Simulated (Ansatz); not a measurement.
# Run report: TaN, geometry relaxation (part 1 of 2)

- system: TaN (R-3m, 2 atoms in the cell)
- method: DFT PBEsol, scalar-relativistic, plane waves, PAW, no spin polarisation (Ansatz 0.2.0)

The structure derives from an entry of the Crystallography Open Database. It belongs to a series of runs on one base structure; here: film's bulk on the substrate's plane, third vector and atoms relaxed. Figures and captions count atoms from 1; the log counts them from 0 in places.

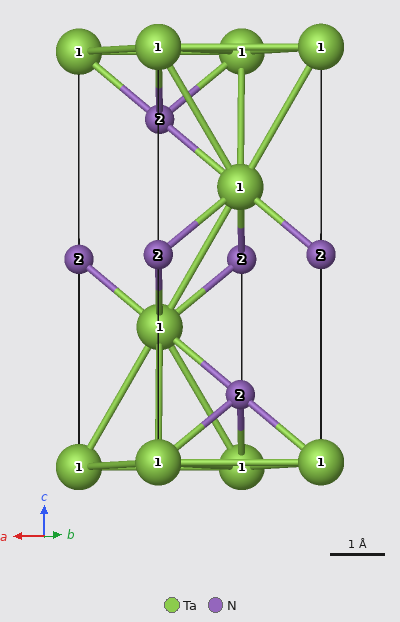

*The structure as given in the input (ball-and-stick view of the cell 3 times as large as that of the calculation, set on its symmetry axes, seen at an oblique angle; atoms are numbered from 1 in the order of the input). An atom can appear more than once, as a periodic image.*

Input
```yaml
crystal:
  lattice:
    - [3.0358717253, 0.0, 0.0]
    - [-1.5179358626, 2.6291420367, 0.0]
    - [1.5179358626, 0.8763806789, 2.584541707]
  atoms:
    - { symbol: Ta, position: [0.0, 0.0, 0.0] }
    - { symbol: "N", position: [0.0, 0.5, 0.5] }
basis:
  ecutwfc: 420
kpoints:
  mp_grid: { grid: [12, 12, 13] }
hamiltonian:
  xc: pbesol
scf:
  occupations: { method: gaussian, width: 0.1 }
output:
  forces: true
  stress: true
  eigenvalues: true
  write_density: true
  write_potential: true
  elf: true
  volumetric_format: npy
relax:
  adjacent_minimum: "off"
  f_tol: 0.01
  max_steps: 50
  cell: { fix: [a, b, gamma], stress_tol: 0.1 }
```

Machine: 2 threads of AMD EPYC (Zen 3), 32 GiB of memory available, shared host.

Launch command:
```bash
ansatz run input.yaml --threads 2 --pin off --max-ram 5120MiB --backend cpu --events-out ev --progress --plain --runs-dir out
```

Log
```
Warning: crystal.symmetry: narrowed to the stabiliser of the k-point mesh — unitary ops 12 → 4; excluded 8 operations that carry a point of the 12×12×13 mesh (shift [0, 0, 0]) off the mesh (the run samples exactly the mesh kpoints.mp_grid names, as under crystal.symmetry.detect: false, and its converged state has the mesh's symmetry, not the crystal's; ε∞, the Born charges and the force constants of a linear response (`dielectric:` by the response, `phonons.method: dfpt`) are averaged over those of the crystal's operations that the state keeps within a tolerance, where `mesh_tensors`, `unaveraged_element` or `gamma_mean_max_change_ev_ang2` stands beside them; a row that `dielectric.field_direction` solves alone is averaged likewise, with nothing beside; a Γ-centred mesh of equal divisions is mapped onto itself by every operation and keeps the whole group, as does a half-shifted one under kpoints.further_shifts: images)
Engine: ansatz 0.2.0, x86_64-unknown-linux-gnu
Pseudopotentials: kind: paw
Pseudopotential: Ta, paw, valence charge 13, recommended cutoff 420 eV (normal), Ta.paw.azcp
Pseudopotential: N, paw, valence charge 5, recommended cutoff 420 eV (normal), N.paw.azcp
Functional definition: PBEsol
  exchange = pbesol_x
  correlation = pbesol_c
Crystal: 2 atoms, lattice volume = 20.629 Å³
Basis set: ecut = 420 eV, 399 PW (Γ), exchange–correlation on 48×48×48 points (8 copies of the dense FFT grid, shifted against one another)
Bands: 13, of which v1, the nominal top of the filled ones, is band 9 counted from 1 (8 counted from 0)
Symmetry: 4 space group operations
k-points: 511 of 1872
Non-local potential: Ta, projectors of the file, l = 0: 3, l = 1: 2, l = 2: 2, l = 3: 1
Non-local potential: N, projectors of the file, l = 0: 2, l = 1: 2, l = 2: 1
PAW form: soft (Blöchl's): semilocal exchange-correlation on the pseudo side does not see the compensation charge
PAW frozen core: Ta, regenerated for the run's functional, and the local potential with it (the file was generated under x = pbe(κ = 0.804, μ = 0.2195149727645171), c = pbe(β = 0.06672455060314922))
PAW frozen core: N, regenerated for the run's functional, and the local potential with it (the file was generated under x = pbe(κ = 0.804, μ = 0.2195149727645171), c = pbe(β = 0.06672455060314922))
PAW one-centre angular grid: Ta, 590 points (default); XC on 64 Gauss nodes
PAW one-centre angular grid: N, 110 points (default); XC on 64 Gauss nodes
Initial density: superposition of atomic densities (neutral atoms: chi_scale 0, normalization atom), corrected by the library's trained network
Initial wavefunctions: pseudopotential atomic-orbital guess
Functional: x = pbesol(κ = 0.804, μ = 0.12345679012345678), c = pbesol(β = 0.046)
SCF iter   1: F=—  HF=-10187.054477 eV  |F-HF|=—  |Δ(HF+E_count)|=         —  Δρ=1.42e-2  dr2=4.20e-2  ethr=1.77e-3  ⟨swp⟩=5.7  Hψ=78965  notcnv=0  defer=299
automatic band count: the SCF goes on with 17 bands, as 13 were too few: the levels above may hold too much charge
preconditioner: auto → none  [metal: Δε(μ)=0.005 eV  Ē_g=15.846 eV  σ=0.100 eV  W_gap=0.03  n_scr=8 (ndim 8)  ℏωp=25.9 eV  f_vac=0.000  D(μ)=0.97/eV (n_scr^D=14)  sad-step TF]
SCF iter   2: F=—  HF=-10187.048619 eV  |F-HF|=—  |Δ(HF+E_count)|=   5.86e-3  Δρ=9.28e-3  dr2=1.96e-2  ethr=2.33e-4  ⟨swp⟩=1.0  Hψ=12775  notcnv=0  defer=301
SCF iter   3: F=—  HF=-10187.043848 eV  |F-HF|=—  |Δ(HF+E_count)|=   4.77e-3  Δρ=8.76e-4  dr2=1.07e-4  ethr=1.09e-4  ⟨swp⟩=2.1  Hψ=9109  notcnv=0  defer=301
SCF iter   4: F=—  HF=-10187.043786 eV  |F-HF|=—  |Δ(HF+E_count)|=   6.16e-5  Δρ=1.18e-4  dr2=3.54e-6  ethr=5.95e-7  ⟨swp⟩=2.5  Hψ=12041  notcnv=0  defer=301
SCF iter   5: F=—  HF=-10187.043784 eV  |F-HF|=—  |Δ(HF+E_count)|=   1.95e-6  Δρ=1.34e-5  dr2=1.22e-8  ethr=1.97e-8  ⟨swp⟩=2.9  Hψ=11547  notcnv=0  defer=301
SCF iter   6: F=-10187.043784 eV  HF=-10187.043784 eV  |F-HF|=2.15e-10  |Δ(HF+E_count)|=   3.73e-9  Δρ=1.80e-6  dr2=1.15e-10  ethr=6.78e-11  ⟨swp⟩=9.3  Hψ=52072  notcnv=0
SCF 1 converged in 6 iterations: F = -10187.043784 eV  dr2 = 1.15e-10
  greatest PAW one-centre occupation: 1.000 electrons in one spin orbital (limit 2), on the Ta atom at site 0 (counted from 0), in its partial waves of l = 0
relax step   1: F+E_penalty+E_count = -10187.04378422 eV  Δ(F+E_penalty+E_count) = +0.000e0 eV  max|allowed force component| = 4.733e-30 eV/Å  Δτ_max = 0.0000 Å  P = +5.703 GPa  Ω = 20.629 Å³  fix = [a, b, gamma]  reactions: a +9.193, b +6.080 GPa; gamma -1.797 GPa/rad  (6 SCF iters, dr2 threshold 1.00e-7 eV, accepted)
Crystal: 2 atoms, lattice volume = 20.724 Å³
Bands: 17, of which v1, the nominal top of the filled ones, is band 9 counted from 1 (8 counted from 0)
Initial density: handed on by an earlier stage of this run
Initial wavefunctions: those handed on with the density
iter 1 solved again at ethr=1.04e-6 eV; its pass at ethr=3.10e-3 eV (dr2=1.88e-4 eV) is discarded
SCF iter   1: F=—  HF=-10187.044042 eV  |F-HF|=—  |Δ(HF+E_count)|=         —  Δρ=9.77e-4  dr2=2.00e-4  ethr=1.04e-6  ⟨swp⟩=2.0  Hψ=50579  notcnv=0
preconditioner: auto → none  [metal: Δε(μ)=0.011 eV  Ē_g=15.849 eV  σ=0.100 eV  W_gap=0.06  n_scr=8 (ndim 8)  ℏωp=25.8 eV  f_vac=0.000  D(μ)=0.93/eV (n_scr^D=8)]
SCF iter   2: F=—  HF=-10187.043988 eV  |F-HF|=—  |Δ(HF+E_count)|=   5.39e-5  Δρ=3.32e-4  dr2=2.38e-5  ethr=1.04e-6  ⟨swp⟩=1.4  Hψ=9720  notcnv=0
SCF iter   3: F=—  HF=-10187.043982 eV  |F-HF|=—  |Δ(HF+E_count)|=   5.56e-6  Δρ=6.44e-5  dr2=8.47e-7  ethr=1.32e-7  ⟨swp⟩=1.3  Hψ=9220  notcnv=0
iter 4 did not close the SCF: its close was put off for the readings that it lacked (scf_convergence_deferred on its scf_iter line)
SCF iter   4: F=-10187.043982 eV  HF=-10187.043982 eV  |F-HF|=4.21e-9  |Δ(HF+E_count)|=   1.23e-7  Δρ=7.90e-6  dr2=8.46e-9  ethr=4.71e-9  ⟨swp⟩=1.4  Hψ=9569  notcnv=0
iter 5 did not close the SCF: its close was put off for the readings that it lacked (scf_convergence_deferred on its scf_iter line)
SCF iter   5: F=-10187.043982 eV  HF=-10187.043982 eV  |F-HF|=7.09e-11  |Δ(HF+E_count)|=   3.39e-9  Δρ=8.63e-7  dr2=9.95e-11  ethr=4.70e-11  ⟨swp⟩=2.1  Hψ=11512  notcnv=0
SCF iter   6: F=-10187.043982 eV  HF=-10187.043982 eV  |F-HF|=3.64e-12  |Δ(HF+E_count)|=  3.46e-11  Δρ=2.14e-7  dr2=5.04e-12  ethr=1.00e-12  ⟨swp⟩=3.9  Hψ=34238  notcnv=0
SCF 2 converged in 6 iterations: F = -10187.043982 eV  dr2 = 5.04e-12
relax step   2: F+E_penalty+E_count = -10187.04398209 eV  Δ(F+E_penalty+E_count) = -1.979e-4 eV  max|allowed force component| = 6.311e-30 eV/Å  Δτ_max = 0.0000 Å  P = +3.971 GPa  Ω = 20.724 Å³  energy of the carried Pulay correction = -3.159e-4 eV  fix = [a, b, gamma]  reactions: a +7.158, b +4.852 GPa; gamma -1.331 GPa/rad  (6 SCF iters, dr2 threshold 2.00e-7 eV, accepted)
Crystal: 2 atoms, lattice volume = 20.719 Å³
iter 1 solved again at ethr=4.12e-9 eV; its pass at ethr=3.10e-3 eV (dr2=7.42e-7 eV) is discarded
SCF iter   1: F=—  HF=-10187.044002 eV  |F-HF|=—  |Δ(HF+E_count)|=         —  Δρ=7.75e-5  dr2=9.15e-7  ethr=4.12e-9  ⟨swp⟩=2.0  Hψ=46130  notcnv=0
preconditioner: auto → none  [metal: Δε(μ)=0.009 eV  Ē_g=15.855 eV  σ=0.100 eV  W_gap=0.05  n_scr=8 (ndim 8)  ℏωp=25.8 eV  f_vac=0.000  D(μ)=0.93/eV (n_scr^D=8)]
SCF iter   2: F=—  HF=-10187.044001 eV  |F-HF|=—  |Δ(HF+E_count)|=   3.67e-7  Δρ=2.79e-5  dr2=1.04e-7  ethr=4.12e-9  ⟨swp⟩=2.0  Hψ=11272  notcnv=0
iter 3 did not close the SCF: its close was put off for the readings that it lacked (scf_convergence_deferred on its scf_iter line)
SCF iter   3: F=-10187.044001 eV  HF=-10187.044001 eV  |F-HF|=8.49e-10  |Δ(HF+E_count)|=   2.97e-8  Δρ=4.02e-6  dr2=1.82e-9  ethr=5.76e-10  ⟨swp⟩=2.0  Hψ=11068  notcnv=0
iter 4 did not close the SCF: its close was put off for the readings that it lacked (scf_convergence_deferred on its scf_iter line)
SCF iter   4: F=-10187.044001 eV  HF=-10187.044001 eV  |F-HF|=1.82e-12  |Δ(HF+E_count)|=  1.33e-10  Δρ=3.74e-7  dr2=1.63e-11  ethr=1.01e-11  ⟨swp⟩=1.2  Hψ=9327  notcnv=0
iter 5 did not close the SCF: its close was put off for the readings that it lacked (scf_convergence_deferred on its scf_iter line)
SCF iter   5: F=-10187.044001 eV  HF=-10187.044001 eV  |F-HF|=0.00e0  |Δ(HF+E_count)|=  5.46e-12  Δρ=6.54e-8  dr2=6.58e-13  ethr=1.00e-12  ⟨swp⟩=1.0  Hψ=8687  notcnv=0
iter 6 did not close the SCF: its close was put off for the readings that it lacked (scf_convergence_deferred on its scf_iter line)
SCF iter   6: F=-10187.044001 eV  HF=-10187.044001 eV  |F-HF|=9.09e-12  |Δ(HF+E_count)|=  3.64e-12  Δρ=1.00e-8  dr2=1.04e-14  ethr=1.00e-12  ⟨swp⟩=1.0  Hψ=8687  notcnv=0
SCF iter   7: F=-10187.044001 eV  HF=-10187.044001 eV  |F-HF|=3.64e-12  |Δ(HF+E_count)|=  7.28e-12  Δρ=1.34e-9  dr2=1.02e-16  ethr=1.00e-12  ⟨swp⟩=3.0  Hψ=26064  notcnv=0
SCF 3 converged in 7 iterations: F = -10187.044001 eV  dr2 = 1.02e-16
relax step   3: F+E_penalty+E_count = -10187.04400138 eV  Δ(F+E_penalty+E_count) = -1.929e-5 eV  max|allowed force component| = 3.944e-31 eV/Å  Δτ_max = 0.0000 Å  P = +4.052 GPa  Ω = 20.719 Å³  energy of the carried Pulay correction = -3.011e-4 eV  fix = [a, b, gamma]  reactions: a +7.281, b +4.872 GPa; gamma -1.391 GPa/rad  (7 SCF iters, accepted)
Initial wavefunctions: pseudopotential atomic-orbital guess (no wavefunctions were taken with the density)
iter 1 solved again at ethr=2.07e-8 eV; its pass at ethr=3.10e-3 eV (dr2=3.73e-6 eV) is discarded
SCF iter   1: F=—  HF=-10187.044309 eV  |F-HF|=—  |Δ(HF+E_count)|=         —  Δρ=3.20e-5  dr2=2.98e-8  ethr=2.07e-8  ⟨swp⟩=3.2  Hψ=67331  notcnv=0
preconditioner: auto → none  [metal: Δε(μ)=0.008 eV  Ē_g=15.855 eV  σ=0.100 eV  W_gap=0.05  n_scr=8 (ndim 8)  ℏωp=25.8 eV  f_vac=0.000  D(μ)=0.93/eV (n_scr^D=8)]
SCF iter   2: F=—  HF=-10187.044309 eV  |F-HF|=—  |Δ(HF+E_count)|=   7.36e-7  Δρ=1.54e-5  dr2=5.51e-9  ethr=1.66e-10  ⟨swp⟩=2.1  Hψ=10918  notcnv=0
iter 3 did not close the SCF: its close was put off for the readings that it lacked (scf_convergence_deferred on its scf_iter line)
SCF iter   3: F=-10187.044309 eV  HF=-10187.044309 eV  |F-HF|=7.82e-11  |Δ(HF+E_count)|=   9.44e-9  Δρ=1.22e-6  dr2=4.06e-11  ethr=3.06e-11  ⟨swp⟩=2.0  Hψ=10734  notcnv=0
iter 4 did not close the SCF: its close was put off for the readings that it lacked (scf_convergence_deferred on its scf_iter line)
SCF iter   4: F=-10187.044309 eV  HF=-10187.044309 eV  |F-HF|=7.28e-12  |Δ(HF+E_count)|=  9.09e-11  Δρ=5.96e-8  dr2=3.10e-13  ethr=1.00e-12  ⟨swp⟩=1.0  Hψ=8706  notcnv=0
iter 5 did not close the SCF: its close was put off for the readings that it lacked (scf_convergence_deferred on its scf_iter line)
SCF iter   5: F=-10187.044309 eV  HF=-10187.044309 eV  |F-HF|=3.64e-12  |Δ(HF+E_count)|=  5.46e-12  Δρ=1.13e-8  dr2=1.28e-14  ethr=1.00e-12  ⟨swp⟩=1.0  Hψ=8687  notcnv=0
iter 6 did not close the SCF: its close was put off for the readings that it lacked (scf_convergence_deferred on its scf_iter line)
SCF iter   6: F=-10187.044309 eV  HF=-10187.044309 eV  |F-HF|=0.00e0  |Δ(HF+E_count)|=  1.82e-12  Δρ=1.58e-9  dr2=4.62e-16  ethr=1.00e-12  ⟨swp⟩=1.0  Hψ=8687  notcnv=0
SCF iter   7: F=-10187.044309 eV  HF=-10187.044309 eV  |F-HF|=0.00e0  |Δ(HF+E_count)|=    0.00e0  Δρ=1.47e-10  dr2=1.58e-18  ethr=1.00e-12  ⟨swp⟩=2.3  Hψ=22640  notcnv=0
SCF 4 converged in 7 iterations: F = -10187.044309 eV  dr2 = 1.58e-18
relax step   4: F+E_penalty+E_count = -10187.04430858 eV  Δ(F+E_penalty+E_count) = -3.072e-4 eV  max|allowed force component| = 1.183e-30 eV/Å  Δτ_max = 0.0000 Å  P = +4.075 GPa  Ω = 20.719 Å³  fix = [a, b, gamma]  reactions: a +7.297, b +4.883 GPa; gamma -1.394 GPa/rad  stress off target by 6.03e-2 GPa on what of the cell is left free  SCF on the basis re-selected at this cell (its energy is not comparable with the rows above)  (7 SCF iters)
```
